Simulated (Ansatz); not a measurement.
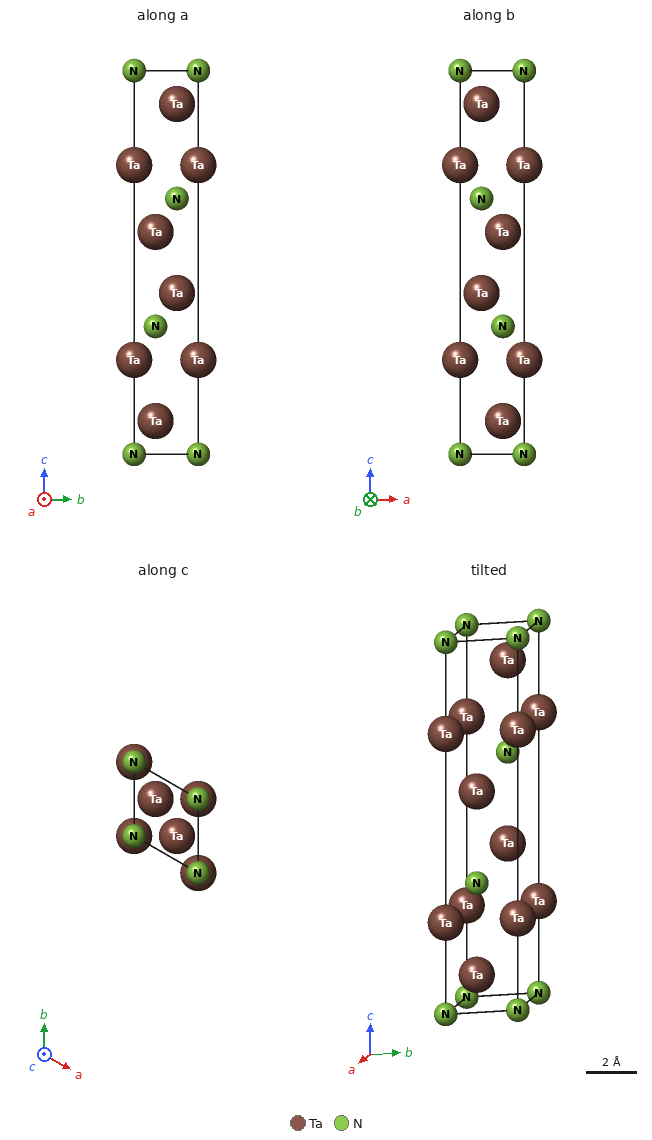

View along the a axis, along the b axis, along the c axis and slightly off an axis, drawn as a spheres-only model. Lines trace the edges of the conventional unit cell.

Lattice parameters: a = 2.990 Å, b = 2.990 Å, c = 15.486 Å, α = 90.00°, β = 90.00°, γ = 120.00°. Put a along x and b in the xy plane.

> Write down what is shown as a POSCAR file, with free fractional coordinates to two decimals.

```
Ta N
1.0
     2.990    0.000    0.000
    -1.495    2.589    0.000
     0.000    0.000   15.486
Ta N
6 3
Direct
  0.00 0.00 0.75
  0.3333 0.6667 0.91
  0.6667 0.3333 0.09
  0.00 0.00 0.25
  0.3333 0.6667 0.42
  0.6667 0.3333 0.58
  0.00 0.00 0.00
  0.6667 0.3333 0.3333
  0.3333 0.6667 0.6667
```

Origin of the cell: a structure type filled with these elements by a generator (whether the compound takes this form wasn't checked). A relaxation with DFT r2SCAN, scalar-relativistic, plane waves, PAW (Ansatz 0.2.0) gave the geometry drawn.
